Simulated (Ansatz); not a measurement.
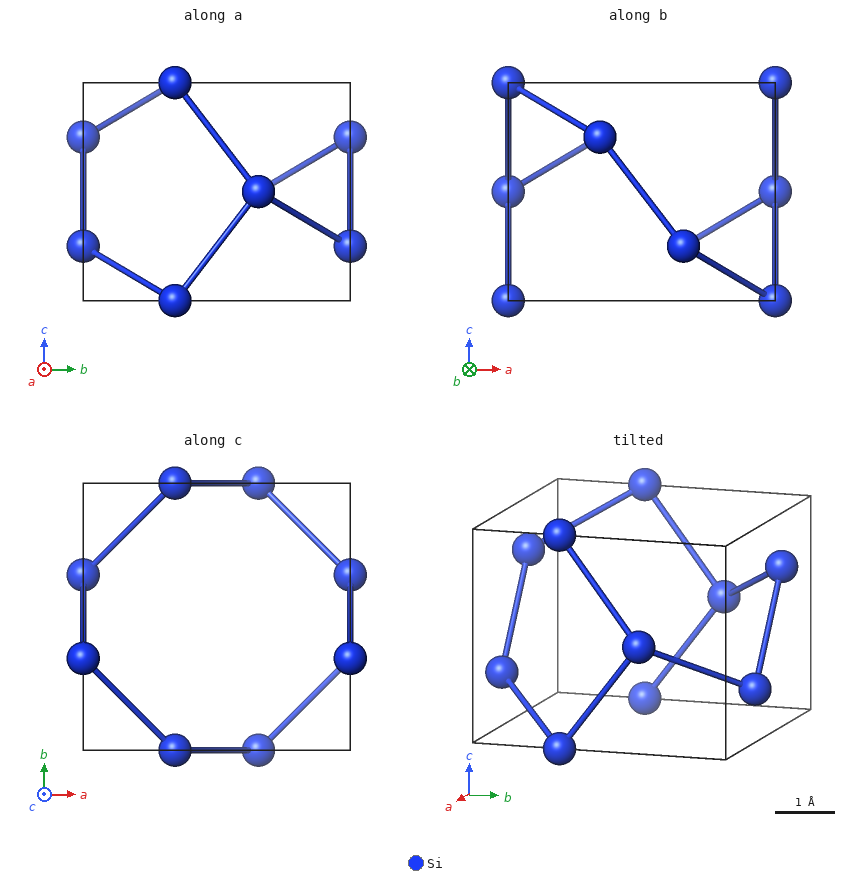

The image is a ball-and-stick drawing of a crystal, viewed along the a axis, along the b axis, along the c axis and slightly off an axis. Atoms at the boundary of the conventional unit cell (the box) are drawn once for each face, edge or corner they touch.

Lattice parameters: a = 4.5859 Å, b = 4.5859 Å, c = 3.7428 Å, α = 90.000°, β = 90.000°, γ = 90.000°.

> Convert the drawing into a CIF with its space group and independent sites, with free fractional coordinates to two decimals.

```cif
data_structure
_symmetry_space_group_name_H-M 'P 41 2 2'
_symmetry_Int_Tables_number 91
_cell_length_a 4.5859
_cell_length_b 4.5859
_cell_length_c 3.7428
_cell_angle_alpha 90.000
_cell_angle_beta 90.000
_cell_angle_gamma 90.000
_cell_volume 78.72
loop_
_atom_site_label
_atom_site_type_symbol
_atom_site_symmetry_multiplicity
_atom_site_Wyckoff_symbol
_atom_site_fract_x
_atom_site_fract_y
_atom_site_fract_z
_atom_site_occupancy
Si1 Si 4 a 0.34 0.00 0.75 1
```

The structure was taken from a structure type filled with this element by a generator (whether the element takes this form wasn't checked). The final geometry of a relaxation with DFT PBE, scalar-relativistic, plane waves, PAW (Ansatz) is shown.
